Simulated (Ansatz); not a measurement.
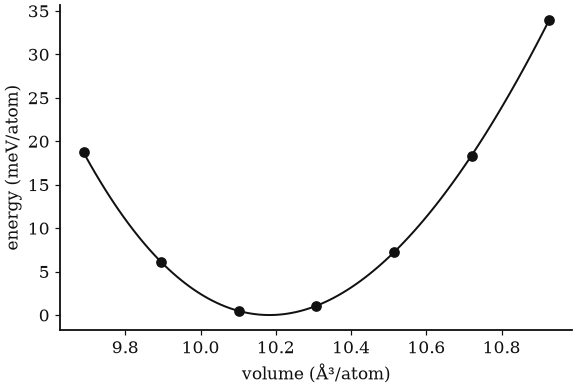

The plot gives the computed energy against volume for VO₂, space group P4_2/mnm (No. 136).

Cell as given: a = 4.507 Å, b = 4.507 Å, c = 3.044 Å, α = 90.00°, β = 90.00°, γ = 90.00°; 6 atoms.

Calculation (Ansatz 0.2.0): plane-wave DFT, collinear spins; energies at scaled volumes of the given cell, shape and fractions fixed, counted from the fit's minimum, third-order Birch-Murnaghan fit. Level: rPW86-PBE, collinear spin.

```
       setting        value
        k mesh        6×6×9
   occupations  Fermi–Dirac
smearing width      0.05 eV
    potentials   Ansatz PAW
   wave cutoff       420 eV
density cutoff      1680 eV
```

How stiff is the solid, and where is its volume at rest?

Answer. A third-order Birch–Murnaghan fit gives V0 = 10.18 Å³/atom, B0 = 228 GPa and B′ = 4.5.

Caveats: the functional was run on potentials made for another functional; shape and atomic fractions are frozen while scaling, which makes layered, chain and framework solids too stiff.
